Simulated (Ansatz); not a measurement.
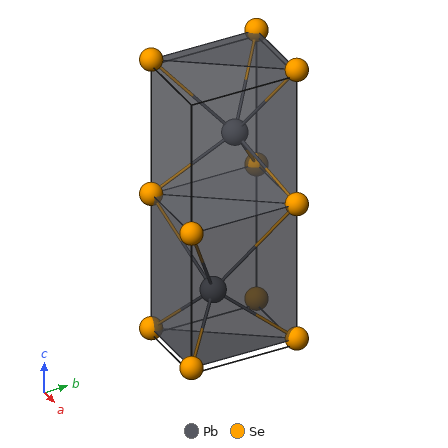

System: PbSe, space group P6_3mc (No. 186) (cell built by us, not taken from a database). The picture shows the conventional cell.

Structure:
```
Pb Se
1.0
     4.26722    0.00000    0.00000
    -2.13361    3.69552    0.00000
     0.00000    0.00000    7.92769
Pb Se
2 2
Direct
  0.66667 0.33333 0.22786
  0.33333 0.66667 0.72786
  0.00000 0.00000 0.52199
  0.00000 0.00000 0.02199
```

Input of one of the runs behind the figure:
```
crystal:
  lattice:
    - [4.2672174, 0.0, 0.0]
    - [-2.1336087, 3.6955186, 0.0]
    - [0.0, 0.0, 7.9276944]
  atoms:
    - { symbol: Pb, position: [0.6666667, 0.3333333, 0.227859] }
    - { symbol: Pb, position: [0.3333333, 0.6666667, 0.727859] }
    - { symbol: Se, position: [0.0, 0.0, 0.52199] }
    - { symbol: Se, position: [0.0, 0.0, 0.02199] }
basis:
  ecutwfc: 420
kpoints:
  mp_grid: { grid: [6, 6, 4] }
hamiltonian:
  xc: pbe
scf:
  occupations: { method: gaussian, width: 0.02 }
output:
  forces: true
  stress: true
  eigenvalues: true
  write_density: true
  write_potential: true
  elf: true
  volumetric_format: npy
relax:
  adjacent_minimum: "off"
  f_tol: 0.01
  max_steps: 80
  cell: { stress_tol: 0.05 }
```

Launched with:
```bash
ansatz run input.yaml --threads 1 --pin off --max-ram 3072MiB --backend cpu --events-out ev --progress --plain --runs-dir out
```

Calculation (Ansatz 0.2.0): third-order Birch-Murnaghan fit to density functional energies at scaled volumes of the given relaxed cell, shape and atoms relaxed at each volume; energies count from the fitted minimum; plane waves with PAW datasets, Γ-centred k mesh. Level: PBE, no spin polarisation.

wave cutoff 420 eV; k mesh 6×6×4; occupations Gaussian; smearing width 0.02 eV.

What does the calculation give for the energy above the minimum and pressure against volume? The volume takes the values 27.504, 28.441, 29.379, 30.316, 31.254, 32.192, 33.129, 34.380 Å³/atom.

A third-order Birch–Murnaghan fit gives V0 = 31.27 Å³/atom, B0 = 22.4 GPa. The energy above the minimum is 45.1 meV/atom at volume 27.504 Å³/atom and 16.5 meV/atom at 34.380 Å³/atom; the lowest computed point is at volume 31.254 Å³/atom (−0.1 meV/atom). The pressure falls from 4.71 GPa at volume 27.504 Å³/atom to −1.45 GPa at 34.380 Å³/atom, and changes sign near 31.2 Å³/atom.

```
volume (Å³/atom)  energy above the minimum (meV/atom)  pressure (GPa)
          27.504                                 45.1            4.71
          28.441                                 23.3            2.91
          29.379                                  9.5            1.81
          30.316                                  2.1            0.79
          31.254                                 -0.1           -0.01
          32.192                                  1.8           -0.60
          33.129                                  6.7           -1.05
          34.380                                 16.5           -1.45
```

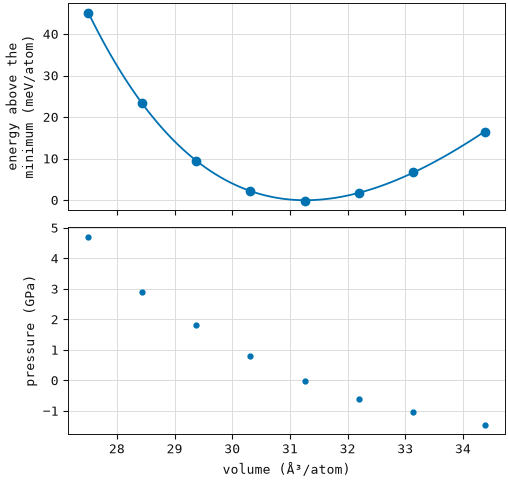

Limits of the calculation: a crossing between the sampled k points may be missed; coarse k mesh; narrow smearing for a metal.
